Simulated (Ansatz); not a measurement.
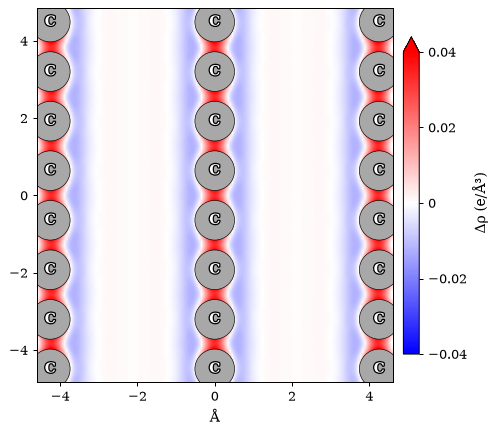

C. Difference of the valence pseudo-densities of two functionals at the same geometry, on the (010) plane of the calculation cell: one of BLYP and REVPBE less the other.

Both computed with Ansatz (plane waves, PAW), on the same k-point mesh. Grey discs cover the atomic cores.

### Which was subtracted from which, and what does the map show?

It is BLYP less REVPBE. Against REVPBE, BLYP gives less density around C (−0.007 e/Å³ on average at 0.8 Å from the nucleus) and a change of +0.033 e/Å³ at the midpoint of C–C.
